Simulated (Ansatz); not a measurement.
Consider AlP (slab).

```
CELL_PARAMETERS angstrom
3.86812 0.00000 0.00000
0.00000 5.47035 0.00000
0.00000 0.00000 18.86812
ATOMIC_POSITIONS crystal
Al 0.50000 0.53879 0.41720
P 0.00000 0.75073 0.38763
Al 0.00000 0.95649 0.50000
P 0.50000 0.21446 0.50000
Al 0.50000 0.53879 0.58280
P 0.00000 0.75073 0.61237
```

Theory: DFT PBEsol, scalar-relativistic, plane waves, PAW in Ansatz.

Predict the valence pseudo-density and electron localisation function between the atoms.

Al–P (2.32 Å): the density is about 0.54 e/Å³ at the midpoint; the ELF peaks at about 0.90 between the atoms; a covalent bond.
Al–P (2.36 Å): the density is about 0.51 e/Å³ at the midpoint; the ELF peaks at about 0.90 between the atoms, as expected for a covalent bond.

Does the calculation make it a metal, or give it a gap?

It is gapped, with a Kohn–Sham gap of 0.58 eV on the k-point mesh (the band edges may lie off the mesh, which would make the gap smaller).

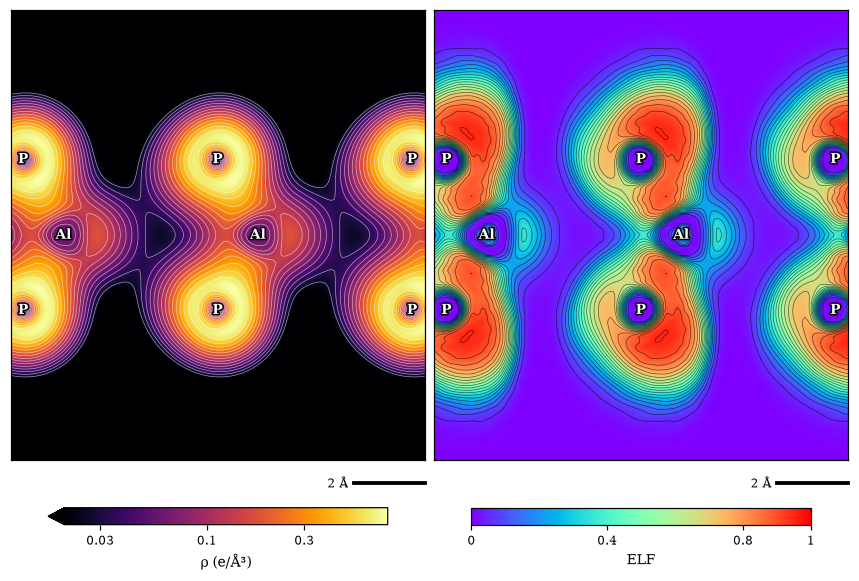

Computed valence pseudo-density and electron localisation function on the (100) plane of the calculation cell, a cut from vacuum to vacuum, in this order. 

Core electrons are frozen (PAW), and the valence fields are smoothed inside the atomic spheres.
